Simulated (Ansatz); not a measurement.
## Electronic structure of BiS₇ in real space

Input

```
crystal:
  lattice:
    - [3.8201550729, 0.0, 0.0]
    - [0.0, 3.8201550729, 0.0]
    - [0.0, 0.0, 11.2557617855]
  atoms:
    - { symbol: Bi, position: [0.0, 0.0, 0.0] }
    - { symbol: S, position: [0.5, 0.5, 0.2861314347] }
    - { symbol: S, position: [0.5, 0.5, 0.7138685653] }
    - { symbol: S, position: [0.5, 0.5, 0.0] }
    - { symbol: S, position: [0.0, 0.0, 0.2755399564] }
    - { symbol: S, position: [0.0, 0.0, 0.7244600436] }
    - { symbol: S, position: [0.0, 0.0, 0.5] }
    - { symbol: S, position: [0.5, 0.5, 0.5] }
basis:
  ecutwfc: 420
kpoints:
  mp_grid: { grid: [8, 8, 4] }
hamiltonian:
  xc: pbe
scf:
  occupations: { method: gaussian, width: 0.1 }
output:
  forces: true
  stress: true
  eigenvalues: true
  write_density: true
  write_potential: true
  elf: true
  volumetric_format: npy
relax:
  adjacent_minimum: "off"
  f_tol: 0.01
  max_steps: 80
  cell: { stress_tol: 0.05 }
```

Run with:

```sh
ansatz run input.yaml --threads 1 --pin off --max-ram 2560MiB --backend cpu --events-out ev --progress --plain --runs-dir out
```

Below, planes, directions and counts refer to the conventional cell (a = 3.83 Å, b = 3.83 Å, c = 11.04 Å, α = 90.00°, β = 90.00°, γ = 90.00°).

The fields are those of the relaxed geometry.

Space group P4/mmm; a generated structure, not necessarily the stable one; computed without spin polarisation.

Theory: DFT PBE, scalar-relativistic, plane waves, PAW in Ansatz.

In a PAW calculation such maps are meaningful between the atoms, not at the nuclei.

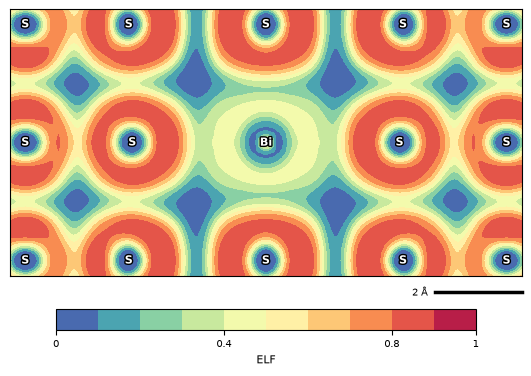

Figure 1. ELF on the (11̄0) plane of the conventional cell.

**Read the bonding off the picture.**

Atoms in the plane: Bi and S.
S–S (2.37 Å): the ELF peaks at about 0.85 in the valence shell of S, 0.8 Å from its nucleus, and drops to about 0.60 between the two atoms.
Bi–S (2.71 Å): the ELF peaks at about 0.85 in the valence shell of S, 0.8 Å from its nucleus, and drops to about 0.30 between the two atoms.
S–S (2.45 Å): the ELF peaks at about 0.85 in the valence shell of S, 0.8 Å from its nucleus, and drops to about 0.55 between the two atoms.
Bi–S (3.07 Å): the ELF peaks at about 0.90 in the valence shell of S, 0.9 Å from its nucleus, and drops to about 0.35 between the two atoms.
The features right at Bi lie inside the PAW spheres, where the map follows smoothed inner orbitals and isn't to be read closely.

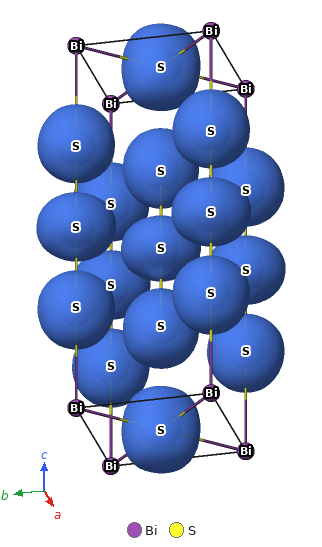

Figure 2. Isosurface of the ELF at 0.7 (blue), seen at an oblique angle. Core shells and regions of very low density are left out. Sticks mark near contacts.

**What do the ELF domains correspond to?**

The surface consists of seven regions wrapped around S (the valence shell of each), counted in one cell of 8 atoms. Any copies at cell faces, edges or corners count once.

**Metal or insulator at this level of theory?**

It is gapless in this calculation (a metal or semimetal).
